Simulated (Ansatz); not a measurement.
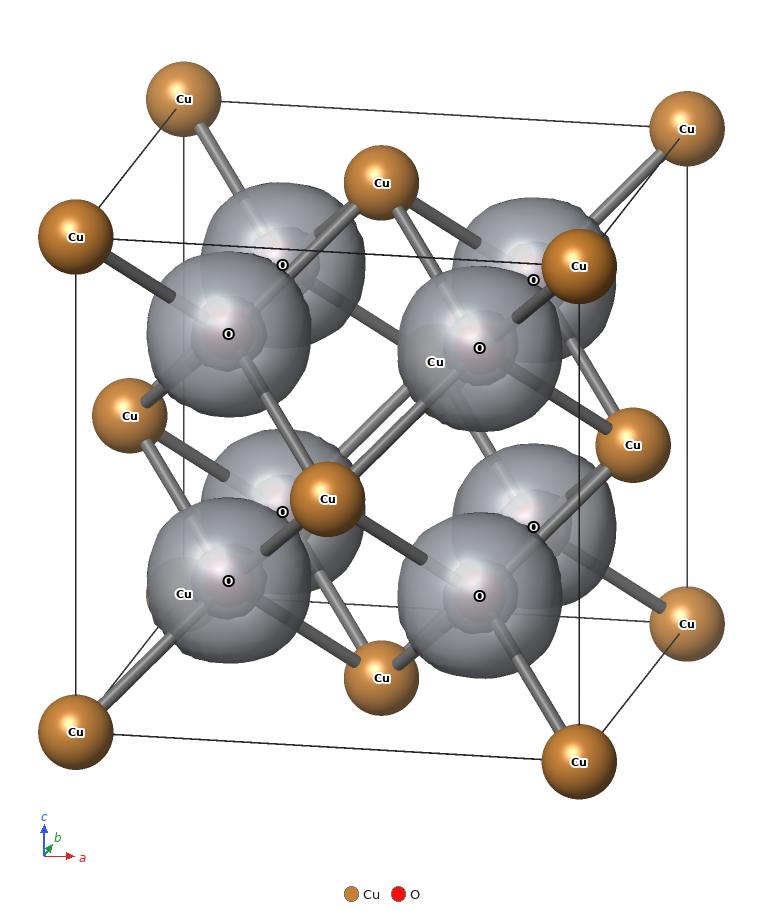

CuO2. Isosurface of the ELF at 0.7 (grey), seen slightly off an axis. Only the valence region is drawn (cores and ρ < 0.01 e/Å³ removed). Sticks mark near contacts.

Space group Fm-3m; started from the fluorite prototype, which need not be the ambient phase; spin-polarised.

Theory: DFT PBEsol, scalar-relativistic, plane waves, PAW (Ansatz).

> What do the ELF domains correspond to?

The ELF exceeds this value in eight regions wrapped around O (the valence shell of each), counted in one cell of 12 atoms. Any copies at cell faces, edges or corners count once. Along the contacts the grid gives the following. Cu–O (2.07 Å): the ELF peaks at about 0.85 in the valence shell of O, 0.6 Å from its nucleus, and is about 0.20 at the midpoint: no localised pair shows between them.

> How are the moments arranged in this solution?

Parallel moments (a ferromagnetic arrangement) in this solution; site moments Cu: +0.6 μB (×4); O: +0.6 μB (×8) in one cell of 12 atoms.
